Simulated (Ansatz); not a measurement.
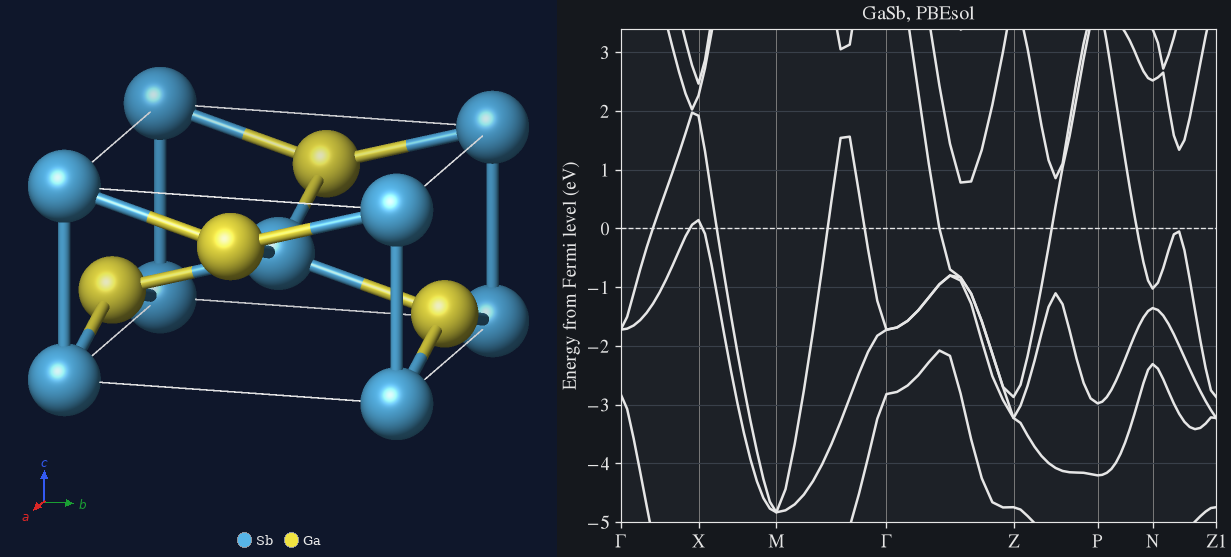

Band structure, beside the structure. Energies are counted from the Fermi level. The path runs straight from each named point to the next.

Structure: GaSb, space group I-4m2, 2 atoms in the primitive cell; a = 5.507 Å, c = 3.181 Å (tetragonal axes).

Computed with Ansatz 0.2.0: PBEsol, all-electron LAPW, no spin polarisation, no spin-orbit coupling, 7×7×7 k mesh, Fermi-Dirac smearing of 0.05 eV.

**Is there a gap at the Fermi level?**

A metal: bands cross the Fermi level along this path.

Spin-orbit coupling is left out, which matters for Sb. The k mesh is thin for a metal, so its Fermi level is uncertain. The usual form of GaSb is zincblende. Bands are joined in order of energy, so crossings between the computed points show as kinks or gaps. In reduced coordinates of the cell that was run, X is (0, 0, 0.5), M is (−0.5, 0.5, 0.5), Z is (0.333, 0.333, −0.333), P is (0.25, 0.25, 0.25), N is (0, 0.5, 0) and Z1 is (−0.333, 0.667, 0.333).
